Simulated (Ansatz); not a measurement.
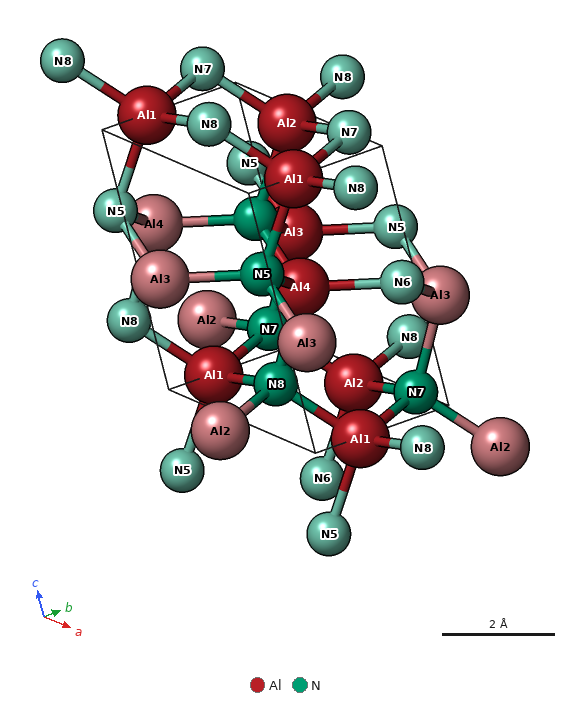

The input geometry of run A (ball-and-stick view of the cell of the calculation, seen slightly off an axis; neighbours outside the cell are drawn fainter; atoms are numbered from 1 in the order of the input). An atom can appear more than once, as a periodic image. Near neighbours in the periodic cell (some may lie outside the picture): Al has 4 N at 1.83 to 1.97 Å; N has 4 Al at 1.83 to 1.97 Å.

**AlN: a changed input and its effect**

System: AlN (8 atoms in the cell).
Method of run A: DFT LDA, scalar-relativistic, plane waves, PAW, PAW set soft_1, no spin polarisation (Ansatz 0.2.0).

The structure derives from an entry of the Crystallography Open Database. Text and figures count atoms from 1; the logs count them from 0 in places.

**The input, run A**
```yaml
crystal:
  lattice:
    - [-3.0886152975, 0.0, 0.0]
    - [0.0, 5.3496386204, 0.0]
    - [1.5443076488, -2.6748193102, -4.9435842666]
  atoms:
    - { symbol: Al, position: [1.0085348615, 0.3266874688, 0.9984853431] }
    - { symbol: Al, position: [0.5085348615, 0.8266874688, 0.9984853431] }
    - { symbol: Al, position: [0.2399504816, 0.9217978744, 0.4984853431] }
    - { symbol: Al, position: [0.7399504816, 0.4217978744, 0.4984853431] }
    - { symbol: "N", position: [0.7999607402, 0.128876582, 0.6165087653] }
    - { symbol: "N", position: [0.2999607402, 0.628876582, 0.6165087653] }
    - { symbol: "N", position: [0.0665480251, 0.7376321833, 0.1165087653] }
    - { symbol: "N", position: [0.5665480251, 0.2376321833, 0.1165087653] }
basis:
  ecutwfc: 520.0
kpoints:
  mp_grid: { grid: [8, 8, 8] }
hamiltonian:
  xc: lda
  pseudopotentials: { kind: paw, azcp: { folder: soft_1 } }
scf:
  occupations: { method: gaussian, width: 0.05 }
output:
  forces: true
  stress: true
  eigenvalues: true
```

Command:
```bash
ansatz run input.yaml --threads 2 --pin off --max-ram 4096MiB --backend cpu --events-out ev --progress --plain --runs-dir out
```

Hardware: 2 threads of Arm Neoverse N1, 98 GiB of memory available, shared host.

**Output, shortened to warnings, some set-up lines, iterations and results (run A)**
```
Warning: [file] the record states the generating functional pbe (its physics header spells it `PBE`), which answers neither for hamiltonian.xc's functional nor for the lda family's — results may be inconsistent (PPs are generated against a specific XC)
Warning: [file] the record states the generating functional pbe (its physics header spells it `PBE`), which answers neither for hamiltonian.xc's functional nor for the lda family's — results may be inconsistent (PPs are generated against a specific XC)
Basis set: ecut = 520 eV, 2223 PW (Γ)
Symmetry: 4 space group operations
k-points: 150 of 512 (time reversal used)
Initial density: superposition of atomic densities (chi_scale 0.1, normalization cell, long waves kept (reshape's long-wave potential 0.00 eV rms))
[...]
SCF iter   1: F=—  HF=-3565.410973 eV  |F-HF|=—  |Δ(HF+E_count)|=         —  Δρ=1.39e-1  dr2=1.90e1  ethr=3.10e-3  ⟨swp⟩=6.7  Hψ=19460  notcnv=0  defer=6
SCF iter   2: F=—  HF=-3559.451195 eV  |F-HF|=—  |Δ(HF+E_count)|=    5.96e0  Δρ=3.54e-2  dr2=6.90e-1  ethr=3.10e-3  ⟨swp⟩=3.0  Hψ=8543  notcnv=0  defer=522
SCF iter   3: F=—  HF=-3559.191977 eV  |F-HF|=—  |Δ(HF+E_count)|=   2.59e-1  Δρ=1.32e-2  dr2=8.14e-2  ethr=2.16e-3  ⟨swp⟩=1.0  Hψ=3763  notcnv=0  defer=522
SCF iter   4: F=—  HF=-3559.159726 eV  |F-HF|=—  |Δ(HF+E_count)|=   3.23e-2  Δρ=5.24e-4  dr2=1.66e-4  ethr=2.54e-4  ⟨swp⟩=2.5  Hψ=4443  notcnv=0  defer=522
SCF iter   5: F=—  HF=-3559.159692 eV  |F-HF|=—  |Δ(HF+E_count)|=   3.34e-5  Δρ=5.82e-5  dr2=1.92e-6  ethr=5.19e-7  ⟨swp⟩=2.0  Hψ=5367  notcnv=0  defer=372
SCF iter   6: F=—  HF=-3559.159692 eV  |F-HF|=—  |Δ(HF+E_count)|=   7.84e-7  Δρ=1.12e-5  dr2=6.09e-8  ethr=3.13e-10  ⟨swp⟩=10.2  Hψ=18000  notcnv=0
SCF iter   7: F=-3559.159692 eV  HF=-3559.159692 eV  |F-HF|=6.90e-10  |Δ(HF+E_count)|=   1.44e-8  Δρ=1.89e-6  dr2=1.56e-9  ethr=1.90e-10  ⟨swp⟩=2.0  Hψ=11258  notcnv=0
SCF 1 converged in 7 iterations: F = -3559.159692 eV  dr2 = 1.56e-9
SCF converged after 7 iterations
Free energy (F): -3559.159692 eV
Harris-Foulkes:  -3559.159692 eV  (|F-HF|=6.90e-10)
Internal energy: -3559.159692 eV  (E = F + TS)
E sigma→0 (E₀):  -3559.159692 eV
Fermi energy:    9.292974 eV
--- Per-component energies (eV) ---
  E_band       = 58.637457
  E_kinetic    = 628.162389
  E_local      = -837.599418  (includes V_loc(G=0)·N_el)
  E_nonlocal   = 187.424905
  E_hartree    = 305.480067
  E_xc         = -392.807533
  E_vxc        = -427.708649  (∫ρ·V_xc dr)
  E_paw        = -2258.906469  (= ΣΔE_a)
  E_vpaw       = -102.602032  (= ΣTr[D̂ρ^β])
  E_aug_tail   = -0.000169  (compensation charges beyond the density's cutoff)
  E_ewald      = -1191.456507
  E_core_change = 0.543042  (= ΣΔE_core)
  E_smearing   = -0.000000  (= −TS)
  E_closure    = 0.000000  (closes the sum)
  Σ components = -3559.159692   (vs F -3559.159692, Δ=0.00e0)
--- Forces (eV/Å), atoms counted from 1 ---
  atom   1  Al     0.18368475     1.15633580     0.14849347
  atom   2  Al     0.18368475     1.15633580     0.14849347
  atom   3  Al    -0.18368475    -1.15633580     0.14849347
  atom   4  Al    -0.18368475    -1.15633580     0.14849347
  atom   5  N     -0.07224240     1.30734037    -0.14849920
  atom   6  N     -0.07224240     1.30734037    -0.14849920
  atom   7  N      0.07224240    -1.30734037    -0.14849920
  atom   8  N      0.07224240    -1.30734037    -0.14849920
  max |Σ_I F_I| component: 2.29e-5 eV/Å
--- Stress (GPa, compression-positive) ---
        9.255964       0.044479       0.000000
        0.044478      -5.786080       0.000000
        0.000000       0.000000       0.532408
  P = ⅓ Tr σ = 1.3341 GPa (13.341 kbar)
```

The input of run B differs as follows (lines with − go, lines with + come):
```diff
-basis:
-  ecutwfc: 520.0
+  symmetry: { detect: false }
-  xc: lda
+  xc: pbe
+  n_extra_bands: 1
```

Predict how the results change.

The total energies belong to different methods, so their difference says nothing on which is more stable or more accurate. The pressure goes from 1.33 to 10.01 GPa. The largest force goes from 1.318 to 1.364 eV/Å. The functional changes from LDA to PBE. The number of SCF iterations is the same. The irreducible k-points go from 150 to 260. The plane waves at Γ go from 2223 to 1581.

**Output, shortened to warnings, some set-up lines, iterations and results (run B)**
```
Basis set: ecut = 420 eV, 1581 PW (Γ), exchange–correlation on 48×72×80 points (8 copies of the dense FFT grid, shifted against one another)
Symmetry: 1 space group operations
k-points: 260 of 512 (time reversal used)
Initial density: superposition of atomic densities (chi_scale 0.1, normalization cell, long waves kept (reshape's long-wave potential 0.00 eV rms))
[...]
SCF iter   1: F=—  HF=-3702.783281 eV  |F-HF|=—  |Δ(HF+E_count)|=         —  Δρ=1.45e-1  dr2=2.04e1  ethr=3.10e-3  ⟨swp⟩=6.6  Hψ=24413  notcnv=0
SCF iter   2: F=—  HF=-3697.487386 eV  |F-HF|=—  |Δ(HF+E_count)|=    5.30e0  Δρ=7.70e-2  dr2=2.81e0  ethr=3.10e-3  ⟨swp⟩=3.7  Hψ=14418  notcnv=0
SCF iter   3: F=—  HF=-3696.687526 eV  |F-HF|=—  |Δ(HF+E_count)|=   8.00e-1  Δρ=2.36e-2  dr2=2.27e-1  ethr=3.10e-3  ⟨swp⟩=2.1  Hψ=10713  notcnv=0
SCF iter   4: F=—  HF=-3696.658769 eV  |F-HF|=—  |Δ(HF+E_count)|=   2.88e-2  Δρ=1.06e-3  dr2=3.87e-4  ethr=7.10e-4  ⟨swp⟩=2.0  Hψ=4727  notcnv=0
SCF iter   5: F=—  HF=-3696.658709 eV  |F-HF|=—  |Δ(HF+E_count)|=   5.93e-5  Δρ=3.79e-4  dr2=2.79e-5  ethr=1.21e-6  ⟨swp⟩=2.1  Hψ=8593  notcnv=0
SCF iter   6: F=—  HF=-3696.658632 eV  |F-HF|=—  |Δ(HF+E_count)|=   7.79e-5  Δρ=7.01e-5  dr2=2.42e-6  ethr=8.73e-8  ⟨swp⟩=2.0  Hψ=8580  notcnv=0
SCF iter   7: F=-3696.658631 eV  HF=-3696.658631 eV  |F-HF|=2.68e-8  |Δ(HF+E_count)|=   6.82e-7  Δρ=1.29e-5  dr2=9.09e-8  ethr=3.13e-10  ⟨swp⟩=3.5  Hψ=21065  notcnv=0
SCF 1 converged in 7 iterations: F = -3696.658631 eV  dr2 = 9.09e-8
SCF converged after 7 iterations
Free energy (F): -3696.658631 eV
Harris-Foulkes:  -3696.658631 eV  (|F-HF|=2.68e-8)
Internal energy: -3696.658631 eV  (E = F + TS)
E sigma→0 (E₀):  -3696.658631 eV
Fermi energy:    9.577876 eV
--- Per-component energies (eV) ---
  E_band       = 66.906199
  E_kinetic    = 631.362494
  E_local      = -835.175427  (includes V_loc(G=0)·N_el)
  E_nonlocal   = 179.338614
  E_hartree    = 309.183039
  E_xc         = -397.602664
  E_vxc        = -429.738126  (∫ρ·V_xc dr)
  E_paw        = -2392.311716  (= ΣΔE_a)
  E_vpaw       = -97.256298  (= ΣTr[D̂ρ^β])
  E_aug_tail   = 0.003537  (compensation charges beyond the density's cutoff)
  E_ewald      = -1191.456507
  E_smearing   = -0.000000  (= −TS)
  E_closure    = -0.000000  (closes the sum)
  Σ components = -3696.658631   (vs F -3696.658631, Δ=0.00e0)
--- Forces (eV/Å), atoms counted from 1 ---
  atom   1  Al     0.18244608     1.20850166     0.14415753
  atom   2  Al     0.18245076     1.20856253     0.14423920
  atom   3  Al    -0.18244693    -1.20857453     0.14419255
  atom   4  Al    -0.18244873    -1.20848455     0.14417994
  atom   5  N     -0.06676925     1.35422099    -0.14419529
  atom   6  N     -0.06677340     1.35420217    -0.14417291
  atom   7  N      0.06676865    -1.35420864    -0.14415327
  atom   8  N      0.06677272    -1.35421689    -0.14421332
  max |Σ_I F_I| component: 3.44e-5 eV/Å
--- Stress (GPa, compression-positive) ---
       18.665748       0.047149      -0.000002
        0.047134       2.315154       0.000002
       -0.000002       0.000002       9.054619
  P = ⅓ Tr σ = 10.0118 GPa (100.118 kbar)
```

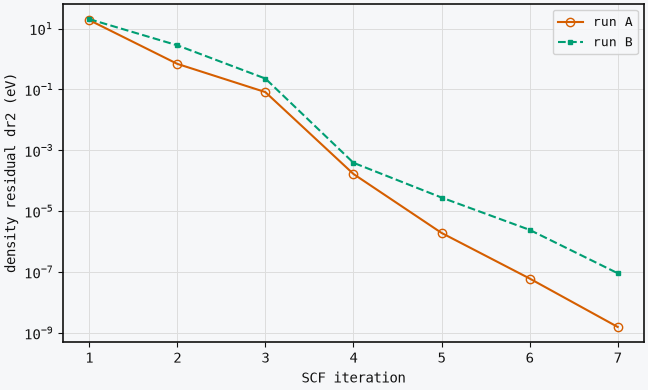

Convergence of the two runs: density residual dr2 against the SCF iteration. Run A takes 7 iterations in all, and run B takes 7.

**The two runs side by side**

| quantity | run A | run B |
| --- | --- | --- |
| outcome | converged | converged |
| free energy per atom (eV) | −444.8950 | −462.0823 |
| gap on the mesh (eV) | 4.37 | 4.34 |
| pressure (GPa) | 1.33 | 10.01 |
| largest force (eV/Å) | 1.318 | 1.364 |
| SCF iterations | 7 | 7 |
| irreducible k-points | 150 | 260 |
| plane waves at Γ | 2223 | 1581 |
| wall time (shared host) | 31 s | 42 s |

For run A: Warnings: the PAW datasets were made with another functional.
